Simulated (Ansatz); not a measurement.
# Zr$_{7}$S$_{16}$ (cell charge −4, with a compensating background) (cell with a defect): what the fields show

```
CELL_PARAMETERS angstrom
-5.45253 3.14802 5.72275
5.45253 -3.14802 5.72275
3.63502 6.29604 -5.72275
ATOMIC_POSITIONS crystal
Zr 0.88802 0.37220 0.25581
Zr 0.36779 0.88361 0.25581
Zr 0.75000 0.75000 0.50000
Zr 0.61198 0.12780 0.74419
Zr 0.13221 0.61639 0.74419
Zr 0.00562 0.00562 0.01124
Zr 0.49438 0.49438 0.98876
S 0.33437 0.15753 0.23768
S 0.83283 0.66975 0.25111
S 0.20404 0.55158 0.50000
S 0.71079 0.04430 0.50000
S 0.59669 0.41985 0.76232
S 0.08172 0.91864 0.74889
S 0.96127 0.29395 0.00036
S 0.46091 0.79359 0.99964
S 0.41828 0.58136 0.25111
S 0.90331 0.08015 0.23768
S 0.29596 0.94842 0.50000
S 0.78921 0.45570 0.50000
S 0.66717 0.83025 0.74889
S 0.16563 0.34247 0.76232
S 0.03909 0.70641 0.00036
S 0.53873 0.20605 0.99964
```

The calculation used DFT PBE+D3(BJ), scalar-relativistic, plane waves, PAW in Ansatz 0.2.0.

The density is the valence pseudo-density of a PAW calculation; it isn't the true density close to the nuclei.

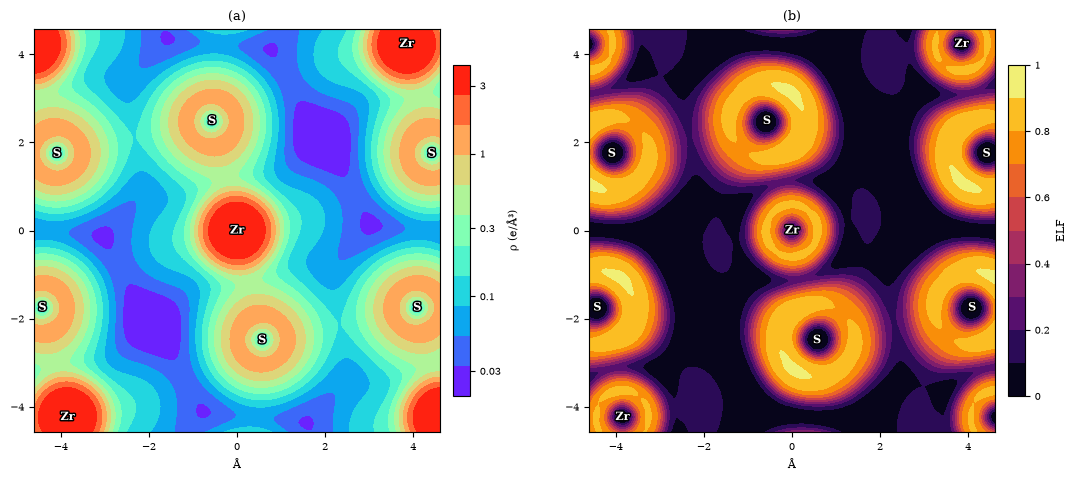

Figure 1. (a) valence charge density (pseudo); (b) electron localisation function on the (001) plane of the calculation cell.

> Read the bonding off the picture.

The section cuts through Zr and S sites. Zr–S (2.55 Å): ρ at the midpoint is about 0.45 e/Å³; the ELF peaks at about 0.85 in the valence shell of S, 0.9 Å from its nucleus, and is about 0.40 at the midpoint. Between the atoms the lowest density in this plane is 0.01 e/Å³. The features right at Zr lie inside the PAW spheres, where the map follows smoothed inner orbitals and isn't to be read closely.

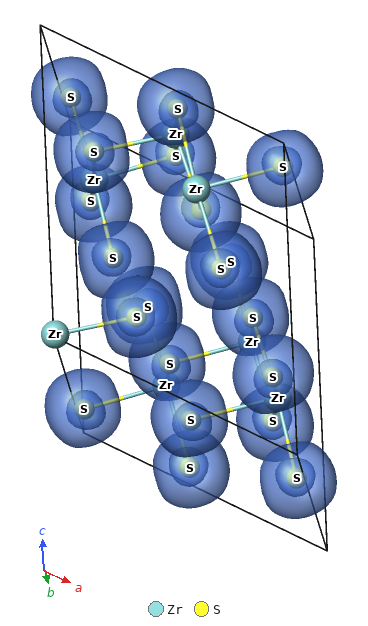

Figure 2. Isosurface of the electron localisation function at 0.75 (blue), seen at an oblique angle. Only the valence region is drawn (cores and ρ < 0.01 e/Å³ removed). Sticks mark near contacts.

> What do the ELF domains correspond to?

The surface consists of 16 regions wrapped around S (the valence shell of each), counted in one cell of 23 atoms. Any copies at cell faces, edges or corners count once. Along the contacts the grid gives the following. Zr–S (2.44 Å): the ELF peaks at about 0.85 in the valence shell of S, 0.8 Å from its nucleus, and is about 0.40 at the midpoint. Zr–S (2.53 Å): the ELF peaks at about 0.85 in the valence shell of S, 0.8 Å from its nucleus, and is about 0.40 at the midpoint.

> Metal or insulator at this level of theory?

It is gapped, with a Kohn–Sham gap of 0.89 eV on the k-point mesh, an upper bound to the gap of this method.
